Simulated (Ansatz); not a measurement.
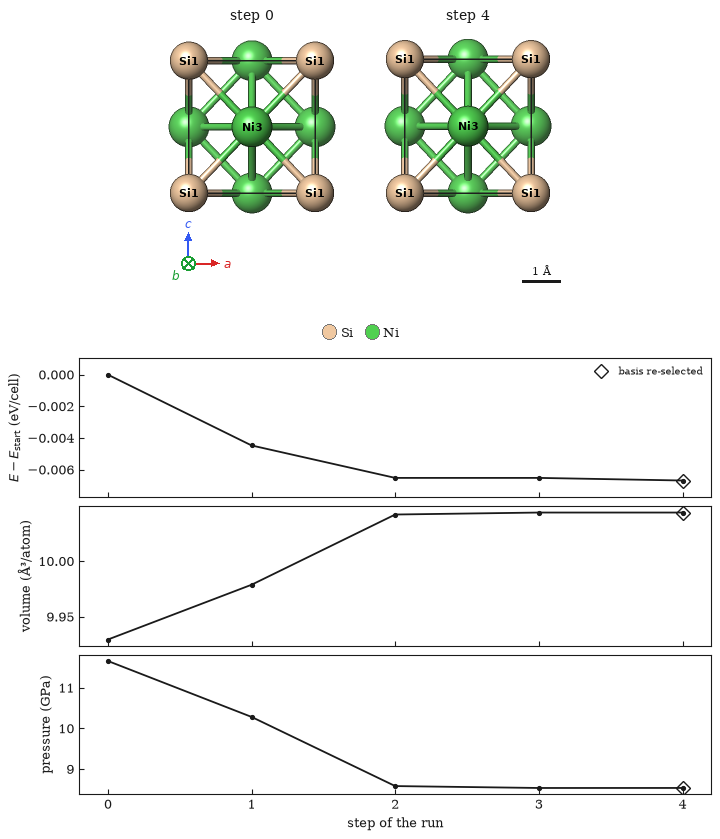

First and last geometry of a relaxation of crystalline SiNi3 (set up in P4/mmm), with the history of the run. A ball-and-stick model of the cell of the calculation, seen along the b axis.

Case: biaxial strain in the a-b plane of -3.0 %; c and atoms relaxed.

Level of theory: Ansatz 0.2.0, DFT PBEsol, scalar-relativistic, plane waves, PAW.

The input:
```yaml
crystal:
  lattice:
    - [3.3574083761, 0.0, 0.0]
    - [0.0, 3.3574083761, 0.0]
    - [0.0, 0.0, 3.5235481721]
  atoms:
    - { symbol: Si, position: [0.0, 0.0, 0.0] }
    - { symbol: Ni, position: [0.0, 0.5, 0.5] }
    - { symbol: Ni, position: [0.5, 0.0, 0.5] }
    - { symbol: Ni, position: [0.5, 0.5, 0.0] }
basis:
  ecutwfc: 420
kpoints:
  mp_grid: { grid: [16, 16, 16] }
hamiltonian:
  xc: pbesol
scf:
  occupations: { method: gaussian, width: 0.1 }
output:
  forces: true
  stress: true
  eigenvalues: true
  write_density: true
  write_potential: true
  elf: true
  volumetric_format: npy
relax:
  adjacent_minimum: "off"
  f_tol: 0.008
  max_steps: 40
  cell: { stress_tol: 0.015, fix: [a, b, gamma] }
```

Command:
```bash
ansatz run input.yaml --threads 1 --pin off --max-ram 2560MiB --backend cpu --events-out ev --progress --plain --runs-dir out
```

### What do the curves and the structures tell?

It converged. The atoms keep their places relative to the cell (all moves are under 0.005 Å). The drawn cell changes as follows: a = b unchanged at 3.357 Å, c 3.524 → 3.564 Å (+1.2 %); the volume changes by +1.2 %. Some distances before and after: Si1–Ni2 2.433 → 2.448 Å, Ni2–Ni4 2.433 → 2.448 Å. The space group stays P4/mmm (No. 123). After 3 accepted moves (4 points after the start) the energy has fallen by 6.7 meV per cell of the calculation. All forces vanish by symmetry, so only the cell relaxes. Pressure: 11.66 GPa at the start and 8.54 GPa at the end. At 1 point the geometry stayed and the basis and grid were re-selected for the new cell (energy shift of 0.2 meV per cell of the calculation at most each time). The run took 2.3 min on 1 thread of Arm Neoverse V2 (shared host), peak memory 0.67 GiB.

```csv
step,"E − E(0), meV/atom","pressure, GPa","volume, Å³/atom",note
0,0.00,11.66,9.930,
1,-1.12,10.28,9.979,
2,-1.63,8.58,10.042,
3,-1.63,8.54,10.044,
4,-1.67,8.54,10.044,"same geometry, new basis"
```
